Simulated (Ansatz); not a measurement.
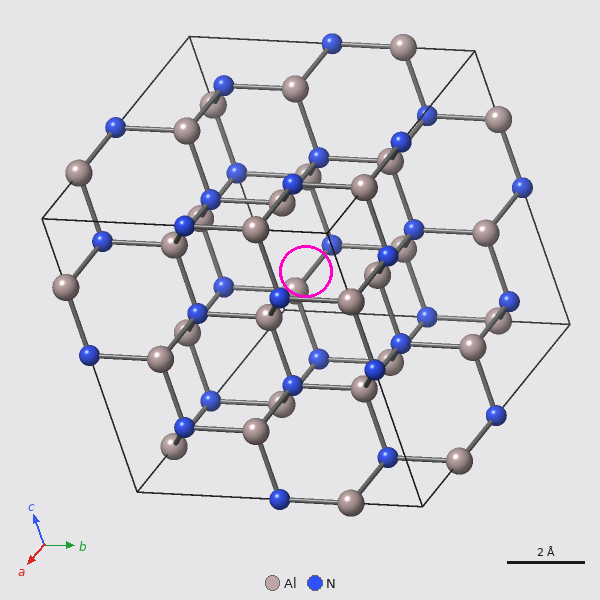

The figure gives a ball-and-stick picture of the atoms, viewed from a general direction. The wireframe shows the supercell. The host is AlN, in a cell of 32 sites, and the cell is neutral. A ring marks the defect's site.

> What defect is present?

A nitrogen vacancy. Around the empty site lie four Al at about 1.9 Å.

Theory: DFT PBE, scalar-relativistic, plane waves, PAW (Ansatz 0.2.0). Numerical settings: plane waves up to 420 eV, k-point mesh 4×4×4, Gaussian smearing of 0.01 eV, collinear spins.

> Does the defect carry a magnetic moment?

Yes, 0.8 μB in the cell.

The atoms were relaxed in the host's cell with DFT PBE, scalar-relativistic, plane waves, PAW in Ansatz 0.2.0.
